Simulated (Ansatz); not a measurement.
Input structure:

```
CELL_PARAMETERS angstrom
2.86241 0.00000 0.00000
0.00000 10.55863 0.00000
0.00000 0.00000 4.40058
ATOMIC_POSITIONS crystal
Cu 0.50000 0.66725 0.25000
Cu 0.00000 0.83275 0.75000
O 0.00000 0.55149 0.25000
O 0.50000 0.94851 0.75000
O 0.00000 0.78897 0.25000
O 0.50000 0.71103 0.75000
Cu 0.00000 0.16725 0.25000
Cu 0.50000 0.33275 0.75000
O 0.50000 0.05149 0.25000
O 0.00000 0.44851 0.75000
O 0.50000 0.28897 0.25000
O 0.00000 0.21103 0.75000
```

What does this file describe?

The solid is CuO2. The lattice is base-centred orthorhombic and the space group Cmcm (No. 63). Counting shared atoms by their share gives 4 Cu, 8 O, or 12 atoms. The polyhedra are CuO6 octahedra; they share corners and edges. The coordination shell of Cu holds six O in a distorted octahedral arrangement at 1.88 to 2.25 Å. O takes two kinds of site: 4c with two Cu in a bent arrangement at 1.88 Å; 4c with four Cu at 1.92 to 2.25 Å. Not all metal-metal contacts are counted. The bonds build CuO2 layers parallel to (010).

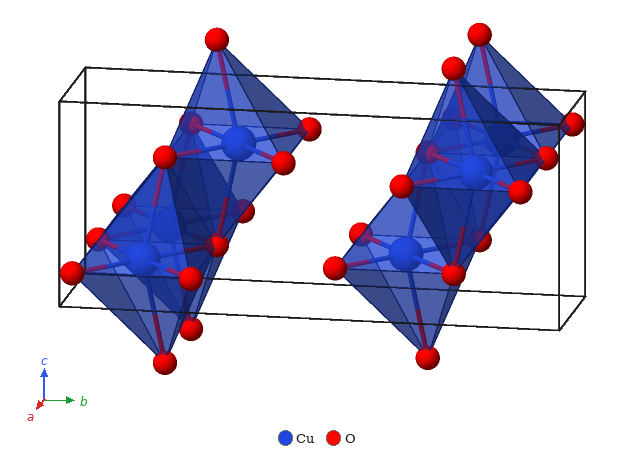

Polyhedral model, viewed slightly off an axis. The conventional unit cell is drawn as a box. A few atoms beyond the faces are included.

The structure comes from a structure listed in the Materials Project. Earlier steps of the study may have refined or changed the cell and positions. It went into a calculation with Ansatz.

At this level of theory the cell isn't at rest (stretched, at -7 GPa and forces up to 0.6 eV/Å), so its distances can differ from those at equilibrium, the more so the softer the solid.
